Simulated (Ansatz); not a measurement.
System: NiO, space group Fm-3m, 4 atoms in the cell, NiO type.

```
Ni O
1.0
     0.00000    2.09131    2.09131
     4.18262    2.09131    2.09131
     4.18262    4.18262    0.00000
Ni O
2 2
Direct
  0.00000 0.00000 0.00000
  0.00000 0.00000 0.50000
  0.50000 0.50000 0.00000
  0.50000 0.50000 0.50000
```

Level of theory: DFT r2SCAN+U, scalar-relativistic, plane waves, PAW, Ueff = 1 eV on Ni d, spin-polarised, 8×8×8 k mesh, 500 eV cutoff; code Ansatz 0.2.0.

How will the Ni d shell be filled?

Counting eigenvalues over 0.6 as filled, Ni (atom A) has 8 filled d states (d⁸), 5 up and 3 down; the eigenvalues sum to 8.3; Ni (atom B) has 8 filled d states (d⁸), 3 up and 5 down; the eigenvalues sum to 8.3. The small eigenvalues come from mixing with neighbours' orbitals.

Start of the run: from atoms, default search. Such runs often end in metastable states, so this need not be the lowest one.

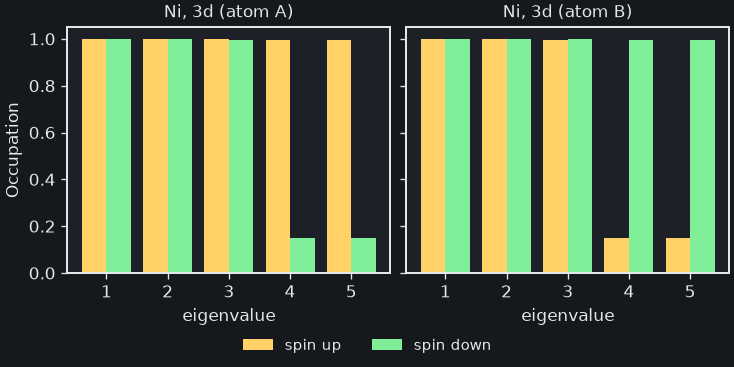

Eigenvalues of the local occupation matrix of the d shell, one panel for each unlike atom (Löwdin-orthogonalised atomic projectors).
